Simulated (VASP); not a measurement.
# Geometry relaxation, with input and output: SiC (part 2 of 3)

Continued. System: SiC (4 atoms in the cell). Method: Kohn-Sham DFT of a periodic cell, PBE, VASP PAW PBE potentials, recommended, no spin polarisation (VASP 6.6.1); cutoff 520 eV, 12×12×6 k-mesh, Gaussian smearing of 0.02 eV. The structure derives from an entry of the Crystallography Open Database.

Geometry of the input (Å; fractional positions):
```
3.0760  0.0000  0.0000
-1.5380  2.6639  0.0000
0.0000  0.0000  5.0480
Si 0.3333  0.6667  0.0000
Si 0.6667  0.3333  0.5000
C  0.3333  0.6667  0.3850
C  0.6667  0.3333  0.8850
```

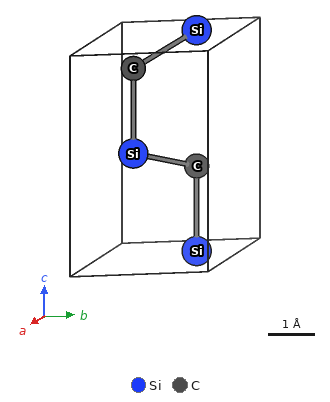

Figure 1. The starting structure (ball-and-stick view of the cell of the calculation, seen slightly off an axis). An atom can appear more than once, as a periodic image.

### Parts of OUTCAR, continued
```
   k-points           NKPTS =     76   k-points in BZ     NKDIM =     76   number of bands    NBANDS=     12
   number of dos      NEDOS =    301   number of ions     NIONS =      4
   total plane-waves  NPLWV =  23040
   dimension x,y,z NGX =    24 NGY =   24 NGZ =   40
   dimension x,y,z NGXF=    48 NGYF=   48 NGZF=   80
   ions per type =               2   2
   NGX,Y,Z   is equivalent  to a cutoff of  12.97, 12.97, 13.17 a.u.
   NGXF,Y,Z  is equivalent  to a cutoff of  25.94, 25.94, 26.35 a.u.
 SYSTEM =  unknown system
   PREC   = accura    normal or accurate (medium, high low for compatibility)
   ISTART =      0    job   : 0-new  1-cont  2-samecut
   ICHARG =      2    charge: 1-file 2-atom 10-const
   ISPIN  =      1    spin polarized calculation?
   LNONCOLLINEAR =      F non collinear calculations
   LSORBIT =      F    spin-orbit coupling
   LASPH  =      T    aspherical Exc in radial PAW
   ENCUT  =  520.0 eV  38.22 Ry    6.18 a.u.   5.72  5.72  9.39*2*pi/ulx,y,z
   NELM   =      4;   NELMIN=  2; NELMDL= -5     # of ELM steps
   EDIFF  = 0.1E-06   stopping-criterion for ELM
   LREAL  =      F    real-space projection
   EDIFFG = -.2E-02   stopping-criterion for IOM
   NSW    =     80    number of steps for IOM
   IBRION =      2    ionic relax: 0-MD 1-quasi-New 2-CG
   NFREE  =      1    steps in history (QN), initial steepest desc. (CG)
   ISIF   =      3    stress and relaxation
   ISYM   =      2    0-nonsym 1-usesym 2-fastsym
   POTIM  = 0.5000    time-step for ionic-motion
   TEBEG  =    0.0;   TEEND  =   0.0 temperature during run
   PSTRESS=    0.0 pullay stress
   NELECT =      16.0000    total number of electrons
   NUPDOWN=      -1.0000    fix difference up-down
   EMIN   =  10.00;   EMAX   =-10.00  energy-range for DOS
   EFERMI =   0.00;   METHOD = LEGACY
   ISMEAR =     0;   SIGMA  =   0.02  broadening in eV -4-tet -1-fermi 0-gaus
   EFERMI_NEDOS =   21; number of points for ismear=-14 and -15
   IALGO  =     68    algorithm
   IMIX   =      4    mixing-type and parameters
     AMIX     =   0.40;   BMIX     =  1.00
     AMIX_MAG =   1.60;   BMIX_MAG =  1.00
  volume/ion in A,a.u.               =      10.34        69.78
  Fermi-wavevector in a.u.,A,eV,Ry     =   1.192817  2.254098 19.358549  1.422813
  Thomas-Fermi vector in A             =   2.328847
   LORBIT       =      0    0 simple, 1 ext, 2 COOP (PROOUT), +10 PAW based schemes
   GGA     = PE    functional components
   LHFCALC =     F    Hartree Fock is set to
   AEXX    =    0.0000 exact exchange contribution
   IVDW    =     0    specifies the selected vdW correction
   LEPSILON=     F    determine dielectric tensor
   LRPA    =     F    only Hartree local field effects (RPA)
 conjugate gradient relaxation of ions
 non-spin polarized calculation
 RMM-DIIS sequential band-by-band and
 Gauss-broadening in eV      SIGMA  =   0.02
  energy-cutoff  :      520.00
  volume of cell :       41.36
 maximum number of plane-waves:      1132
 NGX is ok and might be reduce to    24
   NGX = 11   NGY = 11   NGZ = 19

--------------------------------------- Ionic step        1  -------------------------------------------

 number of electron      16.0000000 magnetization

 Free energy of the ion-electron system (eV)
  ---------------------------------------------------
  ext. energy  EPLUGINS =         0.00000000
  ---------------------------------------------------
  free energy    TOTEN  =       -33.81076634 eV

  energy without entropy =      -33.81076634  energy(sigma->0) =      -33.81076634

------------------------ aborting loop EDIFF was not reached (unconverged)  ----------------------------

  FORCE on cell =-STRESS in cart. coord.  units (eV):
  Direction    XX          YY          ZZ          XY          YZ          ZX
  --------------------------------------------------------------------------------------
  -------------------------------------------------------------------------------------
  Total       19.4545989     19.4545989     20.1662161      0.0000000      0.0000000      0.0000000
  in kB      753.5467895    753.5467884    781.1102921      0.0000000      0.0000000      0.0000000
  external PRESSURE =     762.7346233 kB  Pullay stress =       0.0000000 kB

 VOLUME and BASIS-vectors are now :
 -----------------------------------------------------------------------------
  energy-cutoff  :      520.00
  volume of cell :       41.36
      direct lattice vectors                 reciprocal lattice vectors
     3.076000000  0.000000000  0.000000000     0.325097529  0.187695146  0.000000000
    -1.538000000  2.663894140  0.000000000     0.000000000  0.375390292  0.000000000
     0.000000000  0.000000000  5.048000000     0.000000000  0.000000000  0.198098257

 POSITION                                       TOTAL-FORCE (eV/Angst)
 -----------------------------------------------------------------------------------
     -0.00000      1.77593      0.00000        -0.000000      0.000000      0.431855
      1.53800      0.88796      2.52400         0.000000     -0.000000      0.431855
     -0.00000      1.77593      1.94348         0.000000     -0.000000     -0.431855
      1.53800      0.88796      4.46748        -0.000000      0.000000     -0.431855
 -----------------------------------------------------------------------------------
    total drift:                               -0.000004      0.000002     -0.021373

  FREE ENERGIE OF THE ION-ELECTRON SYSTEM (eV)
  ---------------------------------------------------
  free  energy   TOTEN  =       -33.8107663417 eV

  energy  without entropy=      -33.8107663417  energy(sigma->0) =      -33.81076634

--------------------------------------- Ionic step        2  -------------------------------------------

 number of electron      16.0000001 magnetization

 E-fermi :   2.1596     XC(G=0):  -8.8412     alpha+bet : -8.6766

 val. band max:        2.1544585237   @ k =   0.0000   0.0000   0.0000
 cond. band min:       2.8586221705   @ k =   0.0833  -0.0000   0.0000
 fundamental gap:      0.7041636468
 Fermi energy:         2.1596467628

 k-point     1 :       0.0000    0.0000    0.0000
  band No.  band energies     occupation
      1      -9.1303      2.00000
      2      -7.5190      2.00000
      3      -3.6614      2.00000
      4       1.3325      2.00000
      5       1.3327      2.00000
      6       1.7647      2.00000
      7       2.1539      1.31544
      8       2.1545      1.28628
      9       2.1523      1.39830
     10       2.9687      0.00000
     11       6.3060      0.00000
     12       6.3166      0.00000

 k-point     2 :       0.0833   -0.0000    0.0000
  band No.  band energies     occupation
      1      -9.0631      2.00000
      2      -7.4624      2.00000
      3      -3.6434      2.00000
      4       0.7565      2.00000
      5       0.9549      2.00000
      6       1.2297      2.00000
      7       2.0917      2.00000
      8       2.0881      2.00000
      9       2.8586      0.00000
     10       3.5042      0.00000
     11       6.1841      0.00000
     12       6.4347      0.00000

 k-point     3 :       0.1667   -0.0000    0.0000
  band No.  band energies     occupation
      1      -8.8652      2.00000
      2      -7.3000      2.00000
      3      -3.6154      2.00000
      4      -0.1713      2.00000
      5      -0.0158      2.00000
      6       0.9825      2.00000
      7       1.9015      2.00000
      8       1.9241      2.00000
      9       3.5194      0.00000
     10       4.1920      0.00000
     11       6.1269      0.00000
     12       6.8053      0.00000

 k-point     4 :       0.2500    0.0000    0.0000
  band No.  band energies     occupation
      1      -8.5495      2.00000
      2      -7.0612      2.00000
      3      -3.6667      2.00000
      4      -1.1184      2.00000
      5      -0.7507      2.00000
      6       0.6957      2.00000
      7       1.5810      2.00000
      8       1.7098      2.00000
      9       3.9643      0.00000
     10       4.3654      0.00000
     11       6.3773      0.00000
     12       6.6752      0.00000

 k-point     5 :       0.3333    0.0000    0.0000
  band No.  band energies     occupation
      1      -8.1462      2.00000
      2      -6.8157      2.00000
      3      -3.8637      2.00000
      4      -2.0208      2.00000
      5      -1.0457      2.00000
      6       0.4483      2.00000
      7       1.1598      2.00000
      8       1.5115      2.00000
      9       4.2012      0.00000
     10       4.2779      0.00000
     11       6.2154      0.00000
     12       7.0096      0.00000

 [... the levels of 18 k-points are left out ...]

 k-point    24 :       0.3333    0.0000    0.1667
  band No.  band energies     occupation
      1      -8.0807      2.00000
      2      -6.9456      2.00000
      3      -3.7493      2.00000
      4      -2.1957      2.00000
      5      -0.8420      2.00000
      6       0.5061      2.00000
      7       1.2418      2.00000
      8       1.4193      2.00000
      9       3.8622      0.00000
     10       4.4342      0.00000
     11       6.1828      0.00000
     12       6.7958      0.00000

 [... further k-points ...]

------------------------ aborting loop EDIFF was not reached (unconverged)  ----------------------------

  FORCE on cell =-STRESS in cart. coord.  units (eV):
  Direction    XX          YY          ZZ          XY          YZ          ZX
  --------------------------------------------------------------------------------------
  -------------------------------------------------------------------------------------
  Total      -15.3114155    -15.3114154    -15.1266137      0.0000000      0.0000000      0.0000000
  in kB     -312.9526130   -312.9526123   -309.1754190      0.0000000      0.0000000      0.0000000
  external PRESSURE =    -311.6935481 kB  Pullay stress =       0.0000000 kB

 VOLUME and BASIS-vectors are now :
 -----------------------------------------------------------------------------
  energy-cutoff  :      520.00
  volume of cell :       78.39
      direct lattice vectors                 reciprocal lattice vectors
     3.797738402  0.000000000  0.000000000     0.263314608  0.152024760  0.000000000
    -1.898869201  3.288937930 -0.000000000     0.000000000  0.304049520  0.000000000
    -0.000000000  0.000000000  6.275764199    -0.000000000 -0.000000000  0.159343144

 POSITION                                       TOTAL-FORCE (eV/Angst)
 -----------------------------------------------------------------------------------
     -0.00000      2.19263      0.02590         0.000000      0.000000     -0.138081
      1.89887      1.09631      3.16378         0.000000     -0.000000     -0.138081
     -0.00000      2.19263      2.39027        -0.000000      0.000000      0.138081
      1.89887      1.09631      5.52815        -0.000000     -0.000000      0.138081
 -----------------------------------------------------------------------------------
    total drift:                               -0.000006      0.000003      0.202103

  FREE ENERGIE OF THE ION-ELECTRON SYSTEM (eV)
  ---------------------------------------------------
  free  energy   TOTEN  =       -23.0785640229 eV

  energy  without entropy=      -23.0785283895  energy(sigma->0) =      -23.07854621

--------------------------------------- Ionic step        3  -------------------------------------------

 number of electron      16.0000004 magnetization

 E-fermi :   4.6764     XC(G=0):  -9.7578     alpha+bet :-11.2769

 val. band max:        4.5422282525   @ k =   0.0000   0.0000   0.0000
 cond. band min:       6.5369033441   @ k =   0.0000   0.0000   0.0000
 fundamental gap:      1.9946750916
 Fermi energy:         4.6763698206

 k-point     1 :       0.0000    0.0000    0.0000
  band No.  band energies     occupation
      1      -8.3563      2.00000
      2      -6.0592      2.00000
      3      -2.2458      2.00000
      4       3.4170      2.00000
      5       3.4170      2.00000
      6       4.4699      2.00000
      7       4.4699      2.00000
      8       4.5422      2.00000
      9       6.5369      0.00000
     10       6.6027      0.00000
     11       9.3480      0.00000
     12       9.3632      0.00000

 k-point     2 :       0.0833   -0.0000    0.0000
  band No.  band energies     occupation
      1      -8.2680      2.00000
      2      -5.9825      2.00000
      3      -2.1863      2.00000
      4       2.7948      2.00000
      5       3.2728      2.00000
      6       3.8600      2.00000
      7       4.3946      2.00000
      8       4.4682      2.00000
      9       7.0346      0.00000
     10       7.0609      0.00000
     11       9.1921      0.00000
     12       9.5292      0.00000

 k-point     3 :       0.1667   -0.0000    0.0000
  band No.  band energies     occupation
      1      -8.0069      2.00000
      2      -5.7601      2.00000
      3      -2.0323      2.00000
      4       1.6318      2.00000
      5       2.7094      2.00000
      6       2.9344      2.00000
      7       4.1847      2.00000
      8       4.2295      2.00000
      9       7.5596      0.00000
     10       7.6649      0.00000
     11       9.3320      0.00000
     12       9.8658      0.00000

 k-point     4 :       0.2500    0.0000    0.0000
  band No.  band energies     occupation
      1      -7.5851      2.00000
      2      -5.4230      2.00000
      3      -1.8991      2.00000
      4       0.5773      2.00000
      5       1.4838      2.00000
      6       2.5549      2.00000
      7       3.8011      2.00000
      8       3.9113      2.00000
      9       7.3400      0.00000
     10       8.0651      0.00000
     11       9.3823      0.00000
     12      10.1408      0.00000

 k-point     5 :       0.3333    0.0000    0.0000
  band No.  band energies     occupation
      1      -7.0326      2.00000
      2      -5.0589      2.00000
      3      -2.0532      2.00000
      4       0.0531      2.00000
      5       0.3778      2.00000
      6       2.2359      2.00000
      7       3.2141      2.00000
      8       3.6601      2.00000
      9       7.0077      0.00000
     10       8.1693      0.00000
     11       9.0193      0.00000
     12      10.5418      0.00000

 [... the levels of 18 k-points are left out ...]

 k-point    24 :       0.3333    0.0000    0.1667
  band No.  band energies     occupation
      1      -6.9426      2.00000
      2      -5.2752      2.00000
      3      -1.9144      2.00000
      4      -0.0031      2.00000
      5       0.4940      2.00000
      6       2.3091      2.00000
      7       3.3434      2.00000
      8       3.5310      2.00000
      9       6.9271      0.00000
     10       7.7729      0.00000
     11       9.1423      0.00000
     12      10.4657      0.00000

 [... further k-points ...]

------------------------ aborting loop EDIFF was not reached (unconverged)  ----------------------------

  FORCE on cell =-STRESS in cart. coord.  units (eV):
  Direction    XX          YY          ZZ          XY          YZ          ZX
  --------------------------------------------------------------------------------------
  -------------------------------------------------------------------------------------
  Total      -14.5139348    -14.5139347    -14.2071457      0.0000000      0.0000000     -0.0000000
  in kB     -385.5572559   -385.5572551   -377.4075189      0.0000000      0.0000000     -0.0000000
  external PRESSURE =    -382.8406766 kB  Pullay stress =       0.0000000 kB

 VOLUME and BASIS-vectors are now :
 -----------------------------------------------------------------------------
  energy-cutoff  :      520.00
  volume of cell :       60.31
      direct lattice vectors                 reciprocal lattice vectors
     3.483080537  0.000000000  0.000000000     0.287102176  0.165758519  0.000000000
    -1.741540269  3.016436226 -0.000000000     0.000000000  0.331517037  0.000000000
    -0.000000000  0.000000000  5.740493164    -0.000000000 -0.000000000  0.174201061

 POSITION                                       TOTAL-FORCE (eV/Angst)
 -----------------------------------------------------------------------------------
     -0.00000      2.01096      0.01538        -0.000000      0.000000      0.092790
      1.74154      1.00548      2.88563        -0.000000     -0.000000      0.092790
     -0.00000      2.01096      2.19471         0.000000     -0.000000     -0.092790
      1.74154      1.00548      5.06495         0.000000      0.000000     -0.092790
 -----------------------------------------------------------------------------------
    total drift:                               -0.000005      0.000003     -0.022693

  FREE ENERGIE OF THE ION-ELECTRON SYSTEM (eV)
  ---------------------------------------------------
  free  energy   TOTEN  =       -27.2334165789 eV

  energy  without entropy=      -27.2334165789  energy(sigma->0) =      -27.23341658

[... ionic steps 4 to 16 ...]

--------------------------------------- Ionic step       17  -------------------------------------------

 number of electron      16.0000000 magnetization

------------------------ aborting loop because EDIFF is reached ----------------------------------------
```
